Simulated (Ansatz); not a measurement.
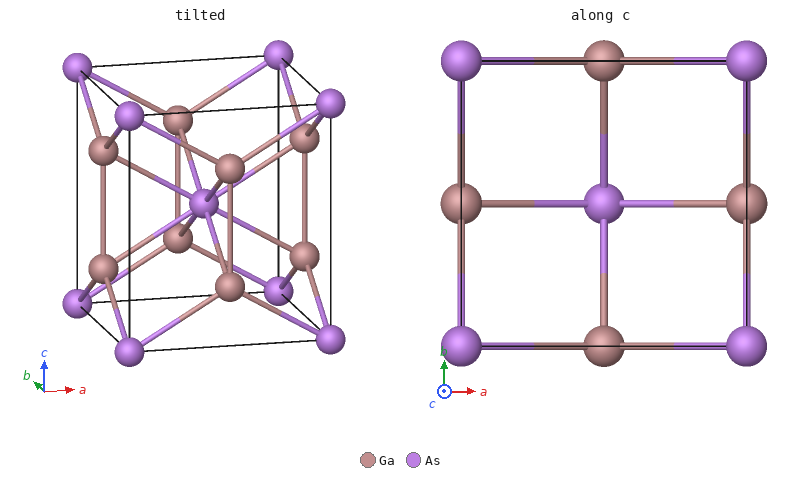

The crystal in a ball-and-stick representation, seen slightly off an axis and along the c axis. The conventional unit cell is drawn as a box. Cell: a = 4.88 Å, b = 4.88 Å, c = 5.72 Å, α = 90.00°, β = 90.00°, γ = 90.00°.

The structure was taken from a random cell made by a generator, so it need not be a real form of the compound. Earlier steps of the study may have refined or changed the cell and positions. Ansatz was used for an electronic-structure calculation on it.

Characterise what is shown.

Answer. Formula: Ga2As. It is body-centred tetragonal, space group I4/mmm (No. 139). The cell has 6 atoms, namely 4 Ga, 2 As. Ga is coordinated by four As and two Ga (about 2.8 Å to As, 2.9 Å to Ga). Each As atom has eight Ga in a distorted cubic arrangement at about 2.8 Å around it. The bonds build a three-dimensional framework.

Calculation details: DFT PBE, scalar-relativistic, plane waves, PAW (Ansatz); a cutoff energy of 420 eV, k-points about 0.13 Å⁻¹ apart, Gaussian smearing of 0.1 eV, no spin polarisation.

What is the band gap, if any?

Answer. A metal: bands cross the Fermi level.

What does a Bader analysis give?

Answer. Ga +0.30 e; As -0.60 e.

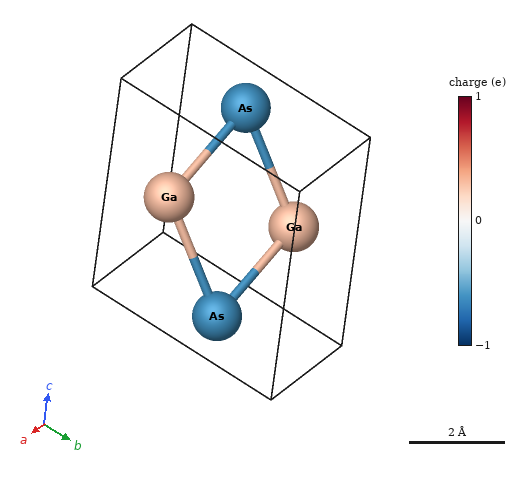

The atoms coloured by those charges. The run's cell of 3 atoms is drawn, so axes and origin can differ from the first picture.

Can this geometry be taken as optimised?

Answer. Yes. All forces vanish to within 0.01 eV/Å. The pressure is 0.0 GPa, close to zero.
